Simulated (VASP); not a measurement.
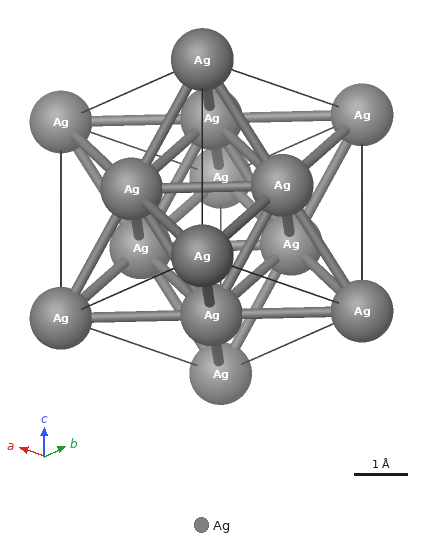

The starting structure (ball-and-stick view of the cell 4 times as large as that of the calculation, set on its symmetry axes, seen at an oblique angle). Near neighbours in the crystal (not all of them lie inside the picture): Ag has 12 Ag at 2.87 Å.

# Geometry relaxation, with input and output: Ag (part 1 of 2)

System: Ag (1 atom in the cell).
Method: Kohn-Sham DFT of a periodic cell, PBE with D4, VASP PAW PBE potentials, recommended, no spin polarisation (VASP 6.6.1).

The structure was built on a prototype by a generator; it need not be a known phase. It belongs to a series of runs on one base structure; here: ladder = pbe-d4.

### OSZICAR
```
N       E                     dE             d eps       ncg     rms          rms(c)
DAV:   1     0.506188849683E+02    0.50619E+02   -0.63328E+03  3542   0.125E+03
DAV:   2    -0.252773318823E+01   -0.53147E+02   -0.50651E+02  3579   0.223E+02
DAV:   3    -0.295670702680E+01   -0.42897E+00   -0.42889E+00  4115   0.248E+01
DAV:   4    -0.295767800481E+01   -0.97098E-03   -0.97097E-03  3947   0.109E+00
DAV:   5    -0.295768482540E+01   -0.68206E-05   -0.68197E-05  3896   0.820E-02    0.552E+00
RMM:   6    -0.271001876707E+01    0.24767E+00   -0.55142E-01  3510   0.862E+00    0.347E+00
RMM:   7    -0.270101074892E+01    0.90080E-02   -0.13344E-02  3510   0.163E+00    0.198E+00
RMM:   8    -0.269801562270E+01    0.29951E-02   -0.12363E-03  3510   0.441E-01    0.198E-01
RMM:   9    -0.269799342085E+01    0.22202E-04   -0.23385E-04  3510   0.183E-01    0.827E-02
RMM:  10    -0.269799280478E+01    0.61607E-06   -0.31524E-05  3510   0.642E-02    0.266E-02
RMM:  11    -0.269799391392E+01   -0.11091E-05   -0.75156E-06  2874   0.244E-02    0.922E-03
RMM:  12    -0.269799408683E+01   -0.17290E-06   -0.54961E-07  2300   0.792E-03
   1 F= -.32759656E+01 E0= -.32758979E+01  d E =-.327597E+01
       N       E                     dE             d eps       ncg     rms          rms(c)
DAV:   1    -0.282681014116E+01   -0.12882E+00   -0.21725E+00  3574   0.184E+01    0.223E+00
RMM:   2    -0.271649558933E+01    0.11031E+00   -0.22532E-01  3510   0.545E+00    0.722E-01
RMM:   3    -0.271368102562E+01    0.28146E-02   -0.59909E-03  3510   0.103E+00    0.523E-01
RMM:   4    -0.271297376305E+01    0.70726E-03   -0.10800E-03  3510   0.412E-01    0.335E-02
RMM:   5    -0.271297307679E+01    0.68625E-06   -0.13391E-04  3510   0.130E-01    0.110E-02
RMM:   6    -0.271297557956E+01   -0.25028E-05   -0.20938E-05  3486   0.500E-02    0.138E-02
RMM:   7    -0.271297641422E+01   -0.83466E-06   -0.56541E-06  2842   0.217E-02
   2 F= -.32762643E+01 E0= -.32762202E+01  d E =-.298748E-03
       N       E                     dE             d eps       ncg     rms          rms(c)
DAV:   1    -0.273377580284E+01   -0.20800E-01   -0.50075E-01  3568   0.872E+00    0.106E+00
RMM:   2    -0.270759960544E+01    0.26176E-01   -0.56102E-02  3510   0.273E+00    0.298E-01
RMM:   3    -0.270708686496E+01    0.51274E-03   -0.11389E-03  3510   0.453E-01    0.212E-01
RMM:   4    -0.270695756638E+01    0.12930E-03   -0.23632E-04  3510   0.194E-01    0.237E-02
RMM:   5    -0.270695579154E+01    0.17748E-05   -0.24769E-05  3510   0.552E-02    0.673E-03
RMM:   6    -0.270695625208E+01   -0.46054E-06   -0.44152E-06  2802   0.220E-02
   3 F= -.32772495E+01 E0= -.32771927E+01  d E =-.128387E-02
       N       E                     dE             d eps       ncg     rms          rms(c)
DAV:   1    -0.270675059843E+01    0.20519E-03   -0.65076E-04  3833   0.314E-01    0.449E-02
RMM:   2    -0.270671197632E+01    0.38622E-04   -0.83042E-05  3510   0.104E-01    0.970E-03
RMM:   3    -0.270671212799E+01   -0.15167E-06   -0.19683E-06  2199   0.183E-02
   4 F= -.32772461E+01 E0= -.32771890E+01  d E =-.128047E-02
       N       E                     dE             d eps       ncg     rms          rms(c)
DAV:   1    -0.270675316494E+01   -0.41189E-04   -0.12827E-05  3651   0.426E-02    0.518E-03
RMM:   2    -0.270675256315E+01    0.60179E-06   -0.13644E-06  1762   0.136E-02
   5 F= -.32772474E+01 E0= -.32771904E+01  d E =-.135400E-05
       N       E                     dE             d eps       ncg     rms          rms(c)
DAV:   1    -0.270687878789E+01   -0.12562E-03   -0.13508E-04  3573   0.144E-01    0.172E-02
RMM:   2    -0.270687182779E+01    0.69601E-05   -0.14931E-05  3473   0.444E-02    0.602E-03
RMM:   3    -0.270687142371E+01    0.40407E-06   -0.33791E-07  1758   0.773E-03
   6 F= -.32772491E+01 E0= -.32771922E+01  d E =-.299198E-05
```

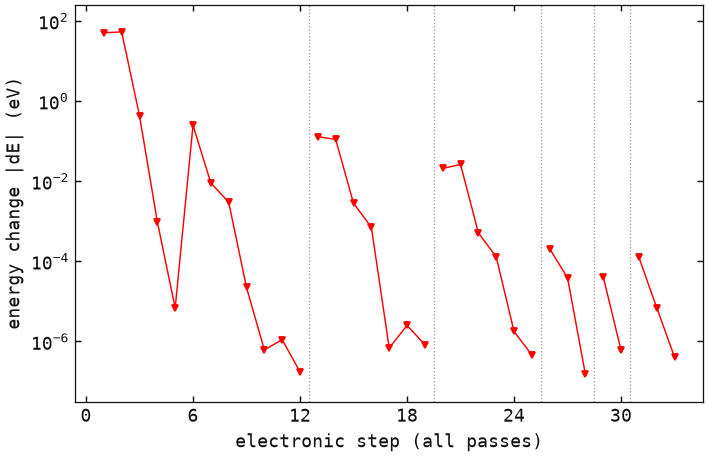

Convergence of the self-consistent field: energy change |dE| against the electronic step. Each stretch between dotted lines is the SCF of one geometry step of a relaxation. The 6 ionic steps take 2 to 12 electronic steps each. The density is held fixed in the first few steps, and dE rises again when its update begins.

### Parts of OUTCAR
```
PREC = Accurate
   ENCUT = 600
   EDIFF = 1E-6
   ISMEAR = 1
   LREAL = False
   LASPH = True
   NELM = 120
   ISIF = 3
   GGA = PE
   IVDW = 13
   IBRION = 2
   NSW = 60
   EDIFFG = -0.005

 ion  position               nearest neighbor table
   1  0.000  0.000  0.000-

  LATTYP: Found a face centered cubic cell.
 ALAT       =     4.0600000000

  Lattice vectors:

 A1 = (   0.0000000000,   2.0300000000,   2.0300000000)
 A2 = (   2.0300000000,   0.0000000000,   2.0300000000)
 A3 = (   2.0300000000,   2.0300000000,   0.0000000000)

Analysis of symmetry for initial positions (statically):
=====================================================================
 Subroutine PRICEL returns:
 Original cell was already a primitive cell.

 Routine SETGRP: Setting up the symmetry group for a
 face centered cubic supercell.

 Subroutine GETGRP returns: Found 48 space group operations
 (whereof 48 operations were pure point group operations)
 out of a pool of 48 trial point group operations.

The static configuration has the point symmetry O_h .

Analysis of symmetry for dynamics (positions and initial velocities):
=====================================================================
 Subroutine PRICEL returns:
 Original cell was already a primitive cell.

 Routine SETGRP: Setting up the symmetry group for a
 face centered cubic supercell.

 Subroutine GETGRP returns: Found 48 space group operations
 (whereof 48 operations were pure point group operations)
 out of a pool of 48 trial point group operations.

The dynamic configuration has the point symmetry O_h .

 Subroutine INISYM returns: Found 48 space group operations
 (whereof 48 operations are pure point group operations),
 and found     1 'primitive' translations

----------------------------------------------------------------------------------------

                                     Primitive cell

  volume of cell :      16.7309

  direct lattice vectors                    reciprocal lattice vectors
     0.000000000  2.030000000  2.030000000    -0.246305419  0.246305419  0.246305419
     2.030000000  0.000000000  2.030000000     0.246305419 -0.246305419  0.246305419
     2.030000000  2.030000000  0.000000000     0.246305419  0.246305419 -0.246305419

  length of vectors
     2.870853532  2.870853532  2.870853532     0.426613499  0.426613499  0.426613499

  position of ions in fractional coordinates (direct lattice)
     0.000000000  0.000000000  0.000000000

  ion indices of the primitive-cell ions
   primitive index   ion index
                 1           1

----------------------------------------------------------------------------------------

 KPOINTS: Automatic mesh

Automatic generation of k-mesh.
 Grid dimensions read from file:
 generate k-points for:   18   18   18

 Generating k-lattice:

  Cartesian coordinates                     Fractional coordinates (reciprocal lattice)
    -0.013683634  0.013683634  0.013683634     0.055555556  0.000000000  0.000000000
     0.013683634 -0.013683634  0.013683634     0.000000000  0.055555556  0.000000000
     0.013683634  0.013683634 -0.013683634     0.000000000  0.000000000  0.055555556

  Length of vectors
     0.023700750  0.023700750  0.023700750

  Shift w.r.t. Gamma in fractional coordinates (k-lattice)
     0.000000000  0.000000000  0.000000000

 Subroutine IBZKPT returns following result:
 ===========================================

 Found    195 irreducible k-points:

 Following reciprocal coordinates:
            Coordinates               Weight
  0.000000  0.000000  0.000000      1.000000
  0.055556  0.000000  0.000000      8.000000
  0.111111  0.000000  0.000000      8.000000
  0.166667  0.000000  0.000000      8.000000
  0.222222  0.000000  0.000000      8.000000
  0.277778  0.000000  0.000000      8.000000
  0.333333  0.000000  0.000000      8.000000
  0.388889  0.000000  0.000000      8.000000
  0.444444  0.000000  0.000000      8.000000
  0.500000  0.000000  0.000000      4.000000
  0.055556  0.055556  0.000000      6.000000
  0.111111  0.055556  0.000000     24.000000
  0.166667  0.055556  0.000000     24.000000
  0.222222  0.055556  0.000000     24.000000
  0.277778  0.055556  0.000000     24.000000
  0.333333  0.055556  0.000000     24.000000
  0.388889  0.055556  0.000000     24.000000
  0.444444  0.055556  0.000000     24.000000
  0.500000  0.055556  0.000000     24.000000
 -0.444444  0.055556  0.000000     24.000000
 -0.388889  0.055556  0.000000     24.000000
 -0.333333  0.055556  0.000000     24.000000
 -0.277778  0.055556  0.000000     24.000000
 -0.222222  0.055556  0.000000     24.000000
 [... further k-points ...]
   k-points           NKPTS =    195   k-points in BZ     NKDIM =    195   number of bands    NBANDS=      9
   number of dos      NEDOS =    301   number of ions     NIONS =      1
   total plane-waves  NPLWV =  13824
   dimension x,y,z NGX =    24 NGY =   24 NGZ =   24
   dimension x,y,z NGXF=    48 NGYF=   48 NGZF=   48
   ions per type =               1
   NGX,Y,Z   is equivalent  to a cutoff of  13.90, 13.90, 13.90 a.u.
   NGXF,Y,Z  is equivalent  to a cutoff of  27.80, 27.80, 27.80 a.u.
 SYSTEM =  unknown system
   PREC   = accura    normal or accurate (medium, high low for compatibility)
   ISTART =      0    job   : 0-new  1-cont  2-samecut
   ICHARG =      2    charge: 1-file 2-atom 10-const
   ISPIN  =      1    spin polarized calculation?
   LNONCOLLINEAR =      F non collinear calculations
   LSORBIT =      F    spin-orbit coupling
   LASPH  =      T    aspherical Exc in radial PAW
   ENCUT  =  600.0 eV  44.10 Ry    6.64 a.u.   5.73  5.73  5.73*2*pi/ulx,y,z
   NELM   =    120;   NELMIN=  2; NELMDL= -5     # of ELM steps
   EDIFF  = 0.1E-05   stopping-criterion for ELM
   LREAL  =      F    real-space projection
   EDIFFG = -.5E-02   stopping-criterion for IOM
   NSW    =     60    number of steps for IOM
   IBRION =      2    ionic relax: 0-MD 1-quasi-New 2-CG
   NFREE  =      1    steps in history (QN), initial steepest desc. (CG)
   ISIF   =      3    stress and relaxation
   ISYM   =      2    0-nonsym 1-usesym 2-fastsym
   POTIM  = 0.5000    time-step for ionic-motion
   TEBEG  =    0.0;   TEEND  =   0.0 temperature during run
   PSTRESS=    0.0 pullay stress
   NELECT =      11.0000    total number of electrons
   NUPDOWN=      -1.0000    fix difference up-down
   EMIN   =  10.00;   EMAX   =-10.00  energy-range for DOS
   EFERMI =   0.00;   METHOD = LEGACY
   ISMEAR =     1;   SIGMA  =   0.10  broadening in eV -4-tet -1-fermi 0-gaus
   EFERMI_NEDOS =   21; number of points for ismear=-14 and -15
   IALGO  =     68    algorithm
   IMIX   =      4    mixing-type and parameters
     AMIX     =   0.40;   BMIX     =  1.00
     AMIX_MAG =   1.60;   BMIX_MAG =  1.00
  volume/ion in A,a.u.               =      16.73       112.91
  Fermi-wavevector in a.u.,A,eV,Ry     =   1.423529  2.690080 27.571324  2.026435
  Thomas-Fermi vector in A             =   2.544117
   LORBIT       =      0    0 simple, 1 ext, 2 COOP (PROOUT), +10 PAW based schemes
   GGA     = PE    functional components
   LHFCALC =     F    Hartree Fock is set to
   AEXX    =    0.0000 exact exchange contribution
   IVDW    =    13    specifies the selected vdW correction
   VDW_S6         =  1.00000000  s6, scaling of the dipole-dipole dispersion
   VDW_S8         =  0.95948085  s8, scaling of the dipole-quadrupole dispersion
   VDW_A1         =  0.38574991  a1, scaling of the critical radii
   VDW_A2         =  4.80688534  a2, offset of the critical radii
   VDW_S9         =  1.00000000  s9, scaling of the three-body dispersion
   VDW_RADIUS     = 31.75063494  two-body interaction cutoff (in Angstroms)
   VDW_CNRADIUS   = 15.87531747  CN, coordination number cutoff (in Angstroms)
   LEPSILON=     F    determine dielectric tensor
   LRPA    =     F    only Hartree local field effects (RPA)
 conjugate gradient relaxation of ions
 non-spin polarized calculation
 RMM-DIIS sequential band-by-band and
 Methfessel and Paxton  Order N= 1 SIGMA  =   0.10
  energy-cutoff  :      600.00
  volume of cell :       16.73
 maximum number of plane-waves:       568
   NGX = 11   NGY = 11   NGZ = 11

--------------------------------------- Ionic step        1  -------------------------------------------

 number of electron      11.0000000 magnetization

 Free energy of the ion-electron system (eV)
  ---------------------------------------------------
  ext. energy  EPLUGINS =         0.00000000
  ---------------------------------------------------
  free energy    TOTEN  =        -2.69799409 eV

  energy without entropy =       -2.69779102  energy(sigma->0) =       -2.69792640

------------------------ aborting loop because EDIFF is reached ----------------------------------------

  DFT-D4 for vdW energy calculation

  Edisp (eV):   -0.57797

  FORCE on cell =-STRESS in cart. coord.  units (eV):
  Direction    XX          YY          ZZ          XY          YZ          ZX
  --------------------------------------------------------------------------------------
  -------------------------------------------------------------------------------------
  Total       0.19160     0.19160     0.19160     0.00000     0.00000     0.00000
  in kB      18.34756    18.34756    18.34756     0.00000     0.00000     0.00000
  external pressure =       18.35 kB  Pullay stress =        0.00 kB

 VOLUME and BASIS-vectors are now :
 -----------------------------------------------------------------------------
  energy-cutoff  :      600.00
  volume of cell :       16.73
      direct lattice vectors                 reciprocal lattice vectors
     0.000000000  2.030000000  2.030000000    -0.246305419  0.246305419  0.246305419
     2.030000000  0.000000000  2.030000000     0.246305419 -0.246305419  0.246305419
     2.030000000  2.030000000  0.000000000     0.246305419  0.246305419 -0.246305419

 POSITION                                       TOTAL-FORCE (eV/Angst)
 -----------------------------------------------------------------------------------
      0.00000      0.00000      0.00000         0.000000      0.000000     -0.000000
 -----------------------------------------------------------------------------------
    total drift:                               -0.000000      0.000000     -0.000000

  FREE ENERGIE OF THE ION-ELECTRON SYSTEM (eV)
  ---------------------------------------------------
  free  energy   TOTEN  =        -3.2759655888 eV

  energy  without entropy=       -3.2757625250  energy(sigma->0) =       -3.27589790

--------------------------------------- Ionic step        2  -------------------------------------------

 number of electron      10.9999999 magnetization
```
